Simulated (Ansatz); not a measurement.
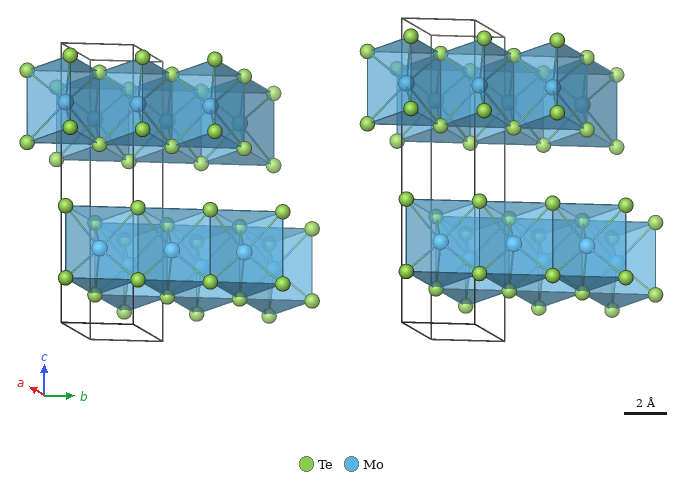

Two geometries of solid Te2Mo (set up in P6_3/mmc), drawn at one scale. One is the start of a relaxation, the other its converged end. A polyhedral model of the cell of the calculation, repeated 2 × 3 × 1 with one cell outlined, seen from a free direction.

The calculation used Ansatz 0.2.0, DFT PBE, scalar-relativistic, plane waves, PAW. Settings: plane-wave cutoff 420 eV; k-point mesh 12 × 12 × 2; occupations gaussian; smearing width 0.02 eV; no spin polarisation; cell and atoms relaxed; force threshold 0.005 eV/Å; at most 80 steps.

### Which of the two is the end point?

The right one is the relaxed one. The largest moves relative to the cell, 0.15 Å, are those of Te atoms. Mo stays in place. Cell: a = b 3.518 → 3.557 Å (+1.1 %), c 13.974 → 15.205 Å (+8.8 %). Volume +11.2 %. Among the contacts that change: Mo–Te 2.716 → 2.736 Å. The space group stays P6_3/mmc (No. 194). The energy falls by 88.4 meV per cell of the calculation in 5 accepted moves (7 points after the start). The largest force component goes from 0.17 to 0.0011 eV/Å. The pressure goes from 2.93 to 0.01 GPa. The line search rejected the trial step at point 1 of the run. At 1 point the geometry stayed and the basis and grid were re-selected for the new cell (energy shift of 3.4 meV per cell of the calculation at most each time).

Limits of the set-up: layers or molecules are held without a dispersion correction, so their spacing is unreliable.
